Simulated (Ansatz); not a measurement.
Mo₂₄S₄₇ (cell charge −1, with a compensating background) (cell with a defect)

Mo₂₄S₄₇ (cell charge −1, with a compensating background) (cell with a defect), 71 atoms, a = 11.03 Å, b = 11.03 Å, c = 14.81 Å, α = 90.00°, β = 90.00°, γ = 120.00°.

Spin-polarised.

Method: DFT PBE, scalar-relativistic, plane waves, PAW (Ansatz).

Question: Predict the valence pseudo-density and electron localisation function between the atoms.

Answer: Mo–S (2.40 Å): the density is about 0.61 e/Å³ at the midpoint; the ELF peaks at about 0.85 in the valence shell of S, 0.8 Å from its nucleus, and is about 0.45 at the midpoint.
Mo–S (2.41 Å): ρ at the midpoint is about 0.6 e/Å³; the ELF peaks at about 0.85 in the valence shell of S, 0.8 Å from its nucleus, and is about 0.45 at the midpoint.

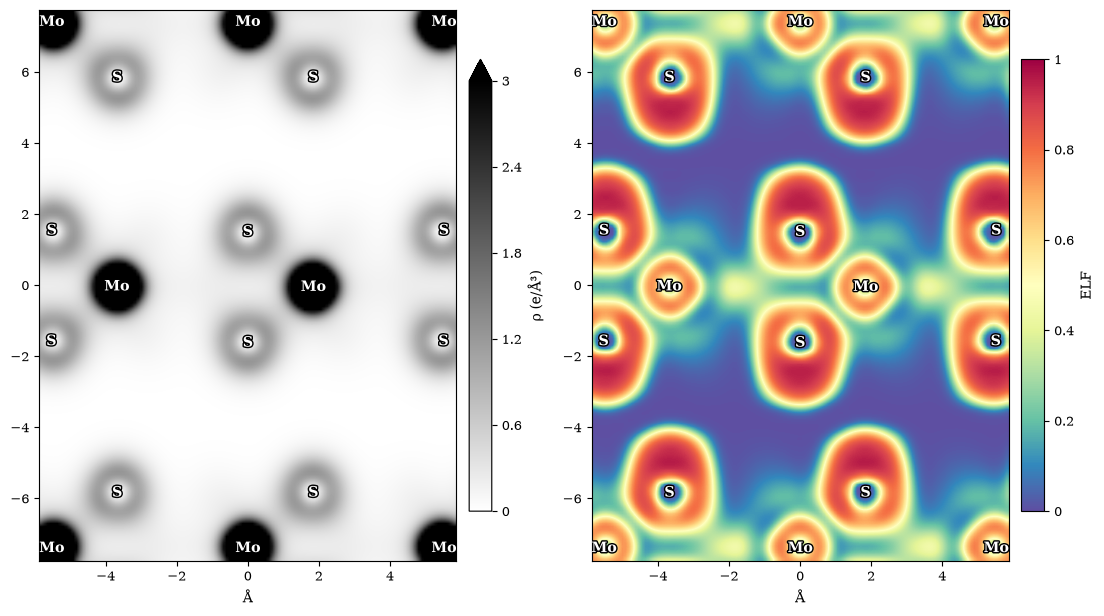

Computed valence pseudo-density and electron localisation function on the (100) plane of the calculation cell, in this order. 

The density is the valence pseudo-density of a PAW calculation; it isn't the true density close to the nuclei.
